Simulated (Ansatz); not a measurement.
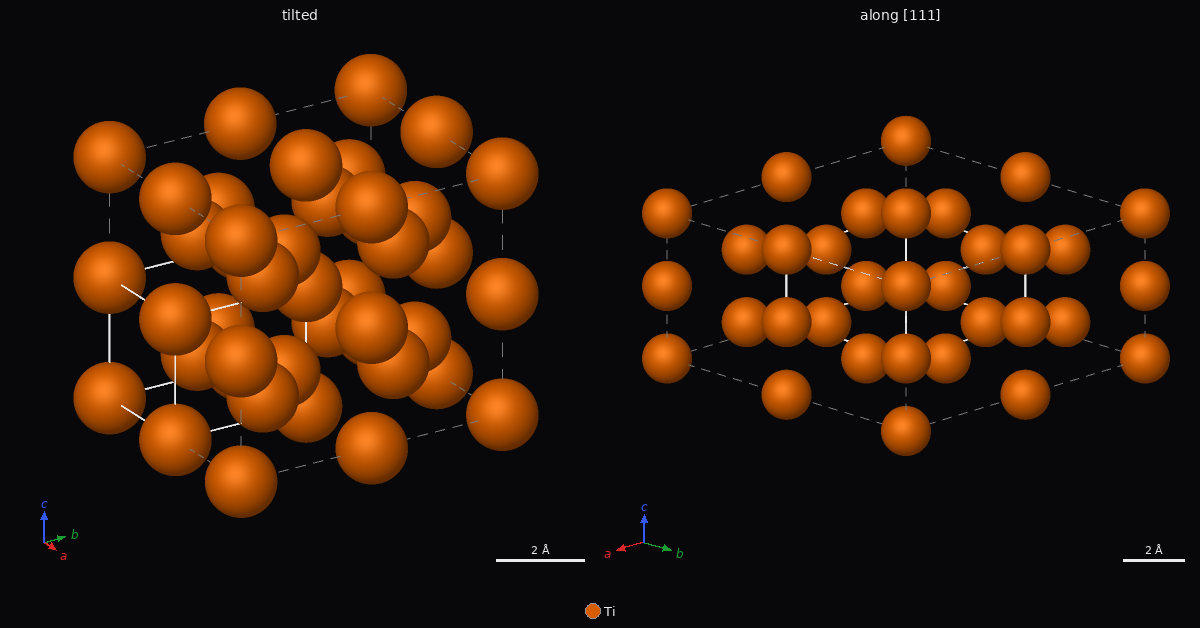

Structure drawing (spheres-only), viewed slightly off an axis and along [111]. The picture spans 2×2×2 cells, one conventional unit cell being drawn with solid lines.

The element is titanium. The symmetry is that of P6/mmm (No. 191), on a primitive hexagonal lattice. This arrangement goes by the name ω phase (AlB₂-like). The cell holds three atoms.

It goes back to a structure listed in the Materials Project. Earlier steps of the study, as a rule a relaxation of our own, may have changed the cell and positions, so they can lie some per cent off the listed ones. It went into a calculation with Ansatz.
